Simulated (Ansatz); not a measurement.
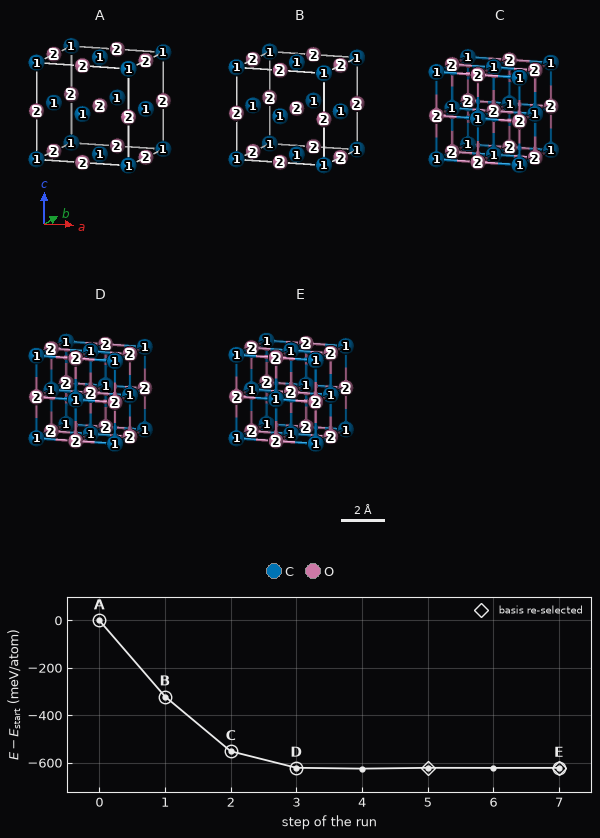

Frames of a relaxation of solid CO (built on the rock salt_225 type) (coarse preliminary run), marked on the history of the run. Style: ball-and-stick. Shown: the conventional cell (4 times the calculation's cell), slightly off an axis. Lengths and directions refer to the drawn axes.

Case: rock salt type (Fm-3m, No. 225).

All numbers below come from Ansatz, DFT PBE, scalar-relativistic, plane waves, PAW.

Input
```yaml
crystal:
  lattice:
    - [0.0, 2.3004564749, 2.3004564749]
    - [2.3004564749, 0.0, 2.3004564749]
    - [2.3004564749, 2.3004564749, 0.0]
  atoms:
    - { symbol: C, position: [0.0, 0.0, 0.0] }
    - { symbol: O, position: [0.5, 0.5, 0.5] }
basis:
  ecutwfc: 420
kpoints:
  mp_grid: { grid: [6, 6, 6] }
hamiltonian:
  xc: pbe
scf:
  occupations: { method: gaussian, width: 0.1 }
  lower_state_search: "off"
output:
  forces: true
  stress: true
  eigenvalues: true
relax:
  adjacent_minimum: "off"
  f_tol: 0.04
  max_steps: 70
  cell: { stress_tol: 0.4 }
```

Run as
```bash
ansatz run input.yaml --threads 1 --pin off --max-ram 2560MiB --backend cpu --events-out ev --progress --plain --runs-dir out
```

### Describe the path.

The energy falls by 621 meV per atom in 5 accepted moves (7 points after the start). All forces vanish by symmetry, so only the cell relaxes. The pressure goes from −30.72 to −0.01 GPa. At 2 points the geometry stayed and the basis and grid were re-selected for the new cell (energy shift of 3.4 meV per atom at most each time). No atom moves by more than 0.005 Å relative to the cell. The drawn cell changes as follows: a = b = c 4.601 → 3.966 Å (−13.8 %); the volume changes by −36.0 %. Near-neighbour distances that change, for instance: C1–O2 2.300 → 1.983 Å. The space group stays Fm-3m (No. 225). From step 0 to 1: volume −13.9 %, energy −320 meV per atom. From step 1 to 2: volume −14.6 %, energy −231 meV per atom. From step 2 to 3: volume −15.3 %, energy −69.6 meV per atom. From step 3 to 7: volume +2.9 %, energy −0.4 meV per atom.
